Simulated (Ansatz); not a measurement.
System SiC (space group P6_3mc, No. 186); source of the atomic positions: the end point of a relaxation with DFT, r2SCAN, plane waves, PAW (Ansatz 0.2.0).

```cif
data_structure
_symmetry_space_group_name_H-M 'P6_3mc'
_symmetry_Int_Tables_number 186
_cell_length_a 3.0783
_cell_length_b 3.0783
_cell_length_c 15.1082
_cell_angle_alpha 90.000
_cell_angle_beta 90.000
_cell_angle_gamma 120.000
_cell_volume 123.98
loop_
_atom_site_label
_atom_site_type_symbol
_atom_site_symmetry_multiplicity
_atom_site_Wyckoff_symbol
_atom_site_fract_x
_atom_site_fract_y
_atom_site_fract_z
_atom_site_occupancy
Si1 Si 2 b 0.33333 0.66667 0.83298 1
Si2 Si 2 b 0.66667 0.33333 0.66650 1
Si3 Si 2 a 0.00000 0.00000 0.49972 1
C1 C 2 a 0.00000 0.00000 0.87437 1
C2 C 2 b 0.33333 0.66667 0.70800 1
C3 C 2 b 0.66667 0.33333 0.54153 1
```

Describe the stacking along c, naming the columns A, B, C as they first turn up.

Si(A) – C(B) – Si(B) – C(C) – Si(C) – C(A) – Si(A) – C(C) – Si(C) – C(B) – Si(B) – C(A) (twelve layers in 15.11 Å).

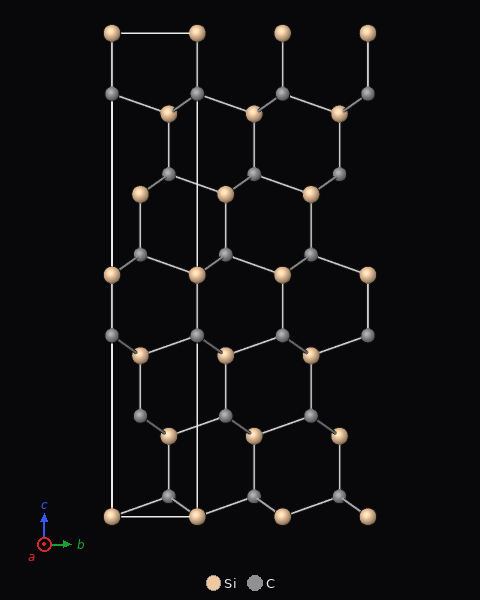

Projection along an edge of the hexagonal mesh, stacking direction c upwards. Every atom sits on one of the three columns of the mesh; call them A, B, C in the order in which they first turn up. The sequence starts with the first layer at or above the cell's origin.
